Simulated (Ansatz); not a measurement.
**AlRu: densities and their changes**

Space group Pm-3m; the calculation finds a residual pressure of about 2 GPa at this fixed cell.

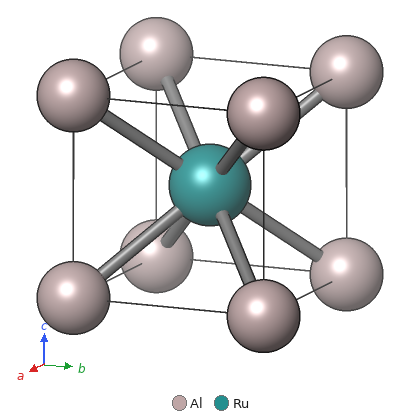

The conventional cell.

```
CELL_PARAMETERS angstrom
2.99160 0.00000 0.00000
0.00000 2.99160 0.00000
0.00000 0.00000 2.99160
ATOMIC_POSITIONS crystal
Al 0.00000 0.00000 0.00000
Ru 0.50000 0.50000 0.50000
```

The calculation used Ansatz 0.2.0, DFT PBE, scalar-relativistic, plane waves, PAW.

Core electrons are frozen (PAW), so the maps are meaningful between the atoms, not at the nuclei.

## 1. Bonding charge

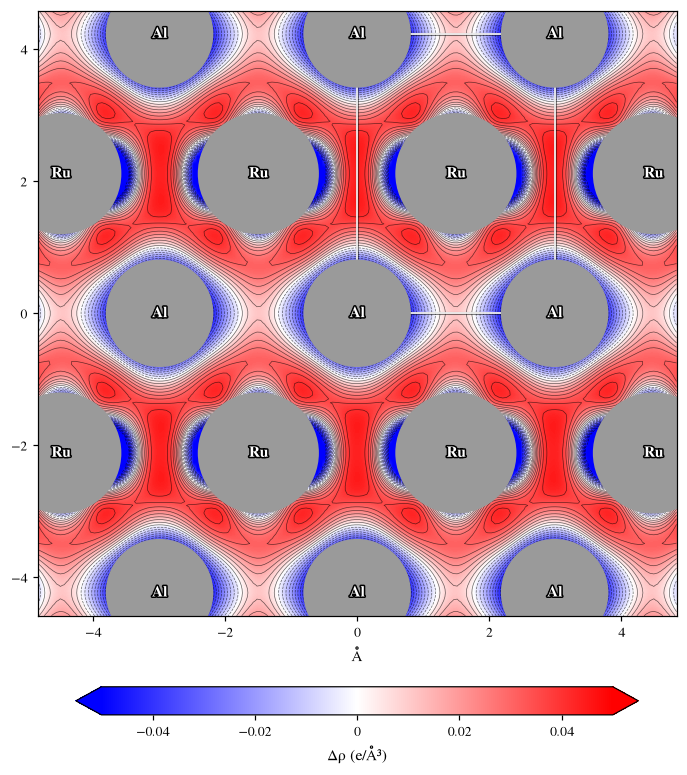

Deformation density (self-consistent density less superposed neutral spherical atoms): a map on the (101) plane of the conventional cell, with grey discs over the atomic cores. Cores are masked to 0.8 Å (Al) and 0.9 Å (Ru).

> Where does charge go when the atoms form this crystal?

Al–Ru (2.59 Å): Δρ is +0.04 e/Å³ at the midpoint. Al–Al (2.99 Å): Δρ is +0.011 e/Å³ at the midpoint. Ru–Ru (2.99 Å): Δρ is +0.04 e/Å³ at the midpoint. Over the whole cell, outside the masked cores, the largest gain, 0.04 e/Å³, lies 1.6 Å from a ruthenium nucleus and 1.7 Å from an aluminium one, and the largest loss lies at the edge of the masked core of Ru. The rearranged charge, half the integral of |Δρ|, is about 0.23 e an atom.

## 2. One group of states

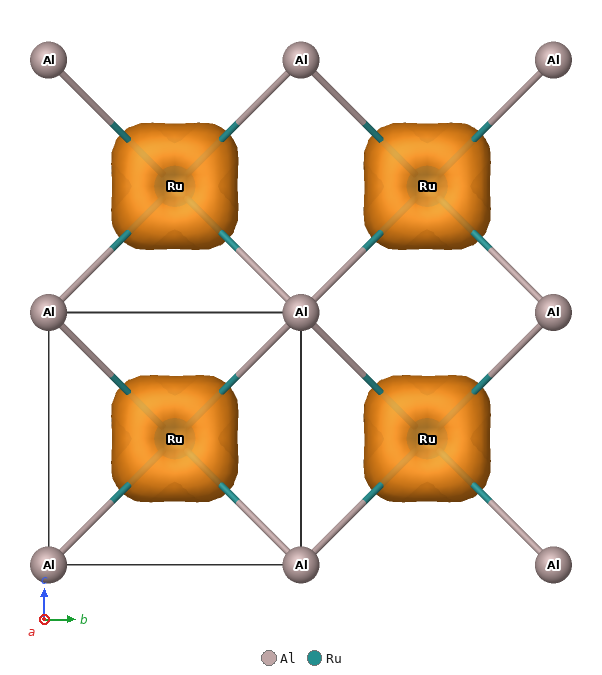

*Density of the Kohn–Sham states from −0.25 to +0.25 eV about the Fermi level (the states at the Fermi level), scaled to one electron a cell: orange surface at 0.1 1/Å³, in the conventional cell, repeated, seen along the a axis.*

> Which atoms and orbitals make up these states?

Löwdin projections on the PAW files' atomic orbitals give Ru 4d (85 %) and Al 3p (10 %).
In space (atomic cells sized by Bader volumes) the density divides as Ru over 95 % and Al little.
It nearly vanishes midway along the shortest Al–Al contact.

## 3. Change of volume

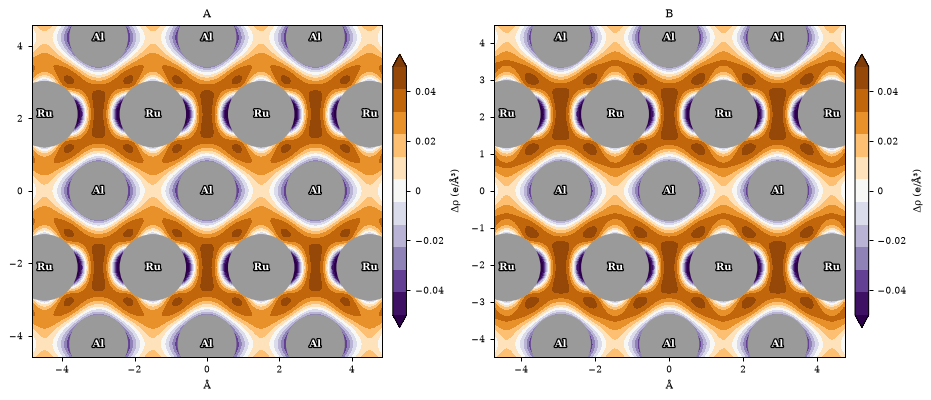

AlRu: deformation density on the (011̄) plane of the conventional cell at two volumes, with the same fractional coordinates and one colour scale. Grey discs cover the cores. Panel B has 94 % of the volume of panel A.

> What changes between the database cell and the scaled one?

From A to B, Al–Ru goes from 2.59 to 2.54 Å, and Δρ at its midpoint from +0.039 to +0.041 e/Å³.
- From A to B, Ru–Ru goes from 2.99 to 2.93 Å, and Δρ at its midpoint from +0.04 to +0.05 e/Å³.
- The pressure is 2 GPa in A and 18 GPa in B.
- The rearranged charge is 0.23 e an atom in A and 0.23 e in B.

## 4. Putting it together

The two pressures give a mean stiffness −ΔP/Δln V of about 245 GPa over this range, with the atoms held at their fractional positions.
